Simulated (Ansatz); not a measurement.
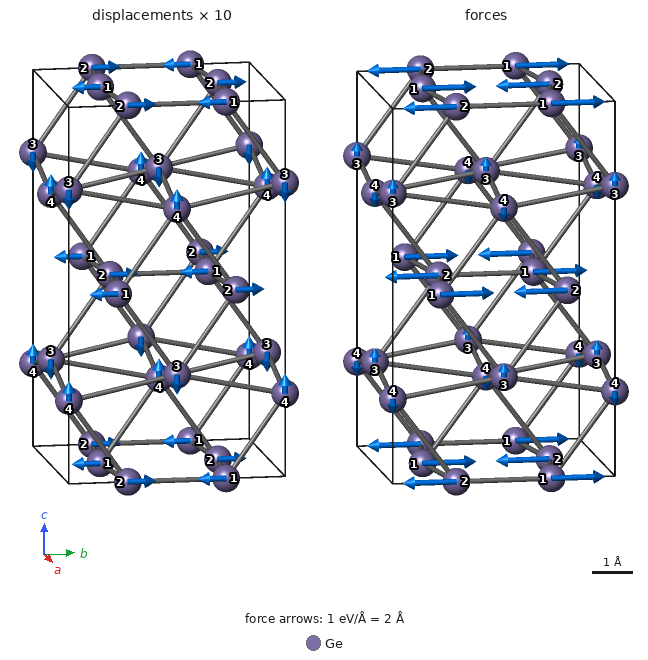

Left: a symmetric starting cell of Ge (made from another compound by putting Ge in place of Si), with blue arrows for the displacements applied to it (without the part that the change of the cell carries along). Right: the displaced structure with the computed forces. Besides, the cell is strained by +2.7 % along b, −0.1 % along a, −0.4 % along c (volume +2.2 %). The picture is a ball-and-stick view of the conventional cell (4 times the calculation's cell), seen slightly off an axis. Lengths and directions refer to the drawn axes.

Theory: Ansatz, DFT PBEsol, scalar-relativistic, plane waves, PAW. Set-up: plane-wave cutoff 420 eV; k-point mesh 12 × 12 × 12; occupations gaussian; smearing width 0.1 eV; no spin polarisation.

### Describe the distortion and the response.

Atoms are displaced by up to 0.07 Å (root mean square over those that move 0.06 Å) relative to the cell: Ge2 0.07 Å along +b. No relaxation follows. The starting cell wasn't computed here and needn't be at equilibrium, so pressure and forces aren't due to the change alone. Among the bonded contacts that change: Ge–Ge 2.629 → 2.732 Å, Ge–Ge 2.537 → 2.458 Å, Ge–Ge 2.849 → 2.904 Å, Ge–Ge 2.605 → 2.581 Å. The space group stays Fmmm (No. 69). The pressure is 4.1 GPa (not all of it need come from the change, since the unchanged cell can be under pressure at this level too). The principal stresses (compression positive) are 6.2 GPa along a, 3.3 GPa along b, 3.0 GPa along c. The largest forces, 0.7 eV/Å, act on Ge1 and Ge2; on Ge1 it points along +b. The forces mostly point back along the displacements (cosine −0.94).
